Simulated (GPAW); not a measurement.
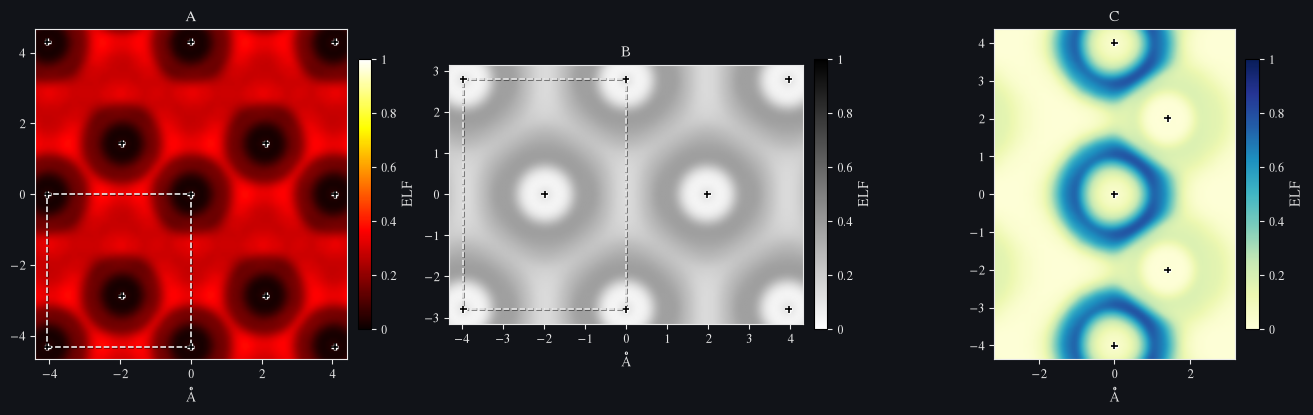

The ELF of 3 systems, each on a plane through atoms (crosses mark nuclei in the plane).

Level of theory: Kohn-Sham DFT of a periodic cell, PBEsol, PAW data sets made by gpaw-setup for the functional in GPAW 26.7.0.

System 1: Pb, the (011̄) plane of the conventional cell. Space group Im-3m; a structure from a database of computed crystals, not necessarily the ambient phase; computed pressure about −2 GPa in this cell.

```cif
data_structure
_symmetry_space_group_name_H-M 'P 1'
_symmetry_Int_Tables_number 1
_cell_length_a 3.9593
_cell_length_b 3.9593
_cell_length_c 3.9593
_cell_angle_alpha 90.000
_cell_angle_beta 90.000
_cell_angle_gamma 90.000
_cell_volume 62.07
loop_
_atom_site_label
_atom_site_type_symbol
_atom_site_fract_x
_atom_site_fract_y
_atom_site_fract_z
_atom_site_occupancy
Pb1 Pb 0.00000 0.00000 0.00000 1
Pb2 Pb 0.50000 0.50000 0.50000 1
```

System 2: ZnSe, the (101) plane of the conventional cell. Space group F-43m.

```
Se Zn
1.0
     5.66760    0.00000    0.00000
     0.00000    0.00000   -5.66760
     0.00000    5.66760    0.00000
Se Zn
4 4
Direct
  0.75000 0.75000 0.25000
  0.25000 0.75000 0.75000
  0.25000 0.25000 0.25000
  0.75000 0.25000 0.75000
  0.50000 0.50000 0.00000
  0.00000 0.50000 0.50000
  0.00000 0.00000 0.00000
  0.50000 0.00000 0.50000
```

System 3: Co, the (110) plane of the conventional cell. Space group P-3m1; a structure from a database of computed crystals, not necessarily the ambient phase; not relaxed (largest force 0.5 eV/Å); computed pressure about −9 GPa in this cell; spin-polarised.

> Match each panel to its system.

Panel A is system 3, Co: the plane holds Co. Co–Co (2.42 Å): the ELF is about 0.30 at the midpoint (no localised pair shows between them). Panel B is system 1, Pb: the plane holds Pb. Pb–Pb (3.43 Å): the ELF is about 0.25 at the midpoint (no localised pair shows between them). Panel C is system 2, ZnSe: the plane holds Se and Zn. Zn–Se (2.45 Å): the ELF is about 0.60 at the midpoint.
